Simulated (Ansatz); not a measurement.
Consider SiC.

Input

```
crystal:
  lattice:
    - [3.0941201807, 0.0, 0.0]
    - [-1.5470600903, 2.6795866789, 0.0]
    - [0.0, 0.0, 10.1293391985]
  atoms:
    - { symbol: Si, position: [0.652671971, 0.3053439421, 0.9378441878] }
    - { symbol: Si, position: [0.347328029, 0.6946560579, 0.4378441878] }
    - { symbol: Si, position: [0.006291384, 0.012582768, 0.6878995565] }
    - { symbol: Si, position: [-0.006291384, -0.012582768, 0.1878995565] }
    - { symbol: C, position: [0.670946507, 0.3418930141, 0.7498074459] }
    - { symbol: C, position: [0.329053493, 0.6581069859, 0.2498074459] }
    - { symbol: C, position: [0.0138868315, 0.0277736629, 0.5004478098] }
    - { symbol: C, position: [-0.0138868315, -0.0277736629, 0.0004478098] }
basis:
  ecutwfc: 420
kpoints:
  mp_grid: { grid: [12, 12, 4] }
hamiltonian:
  xc: pbe
scf:
  occupations: { method: gaussian, width: 0.05 }
output:
  forces: true
  stress: true
  eigenvalues: true
  write_density: true
  write_potential: true
  elf: true
  volumetric_format: npy
```

Launched as:

```sh
ansatz run input.yaml --threads 2 --pin off --max-ram 5120MiB --backend cpu --events-out ev --progress --plain --runs-dir out
```

Below, planes, directions and counts refer to the conventional cell (a = 3.09 Å, b = 5.36 Å, c = 10.13 Å, α = 90.00°, β = 90.00°, γ = 90.00°).

Space group Cmc2₁; a structure from a database of computed crystals, not necessarily the ambient phase.

These are results of Ansatz 0.2.0, DFT PBE, scalar-relativistic, plane waves, PAW, not measurements.

Q: What can the converged valence pseudo-density and electron localisation function tell about the bonding?

A: Si–C (1.91 Å): the density is about 0.86 e/Å³ at the midpoint; the ELF peaks at about 0.95 between the atoms: a shared electron pair.

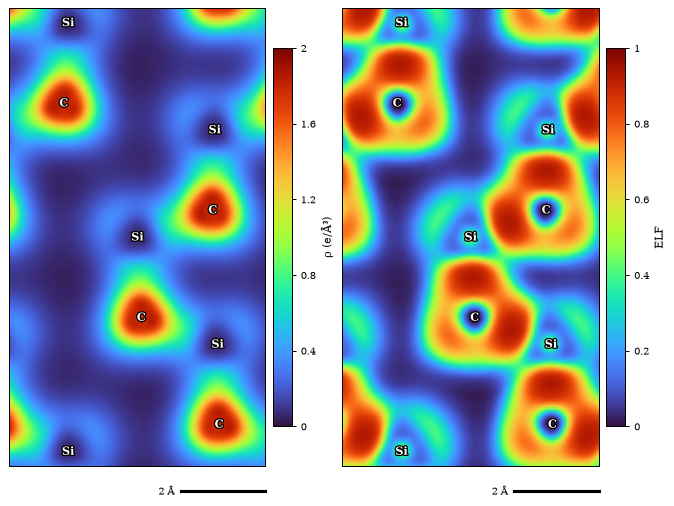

Computed valence pseudo-density and electron localisation function on the (100) plane of the conventional cell, in this order. 

In a PAW calculation such maps are meaningful between the atoms, not at the nuclei.
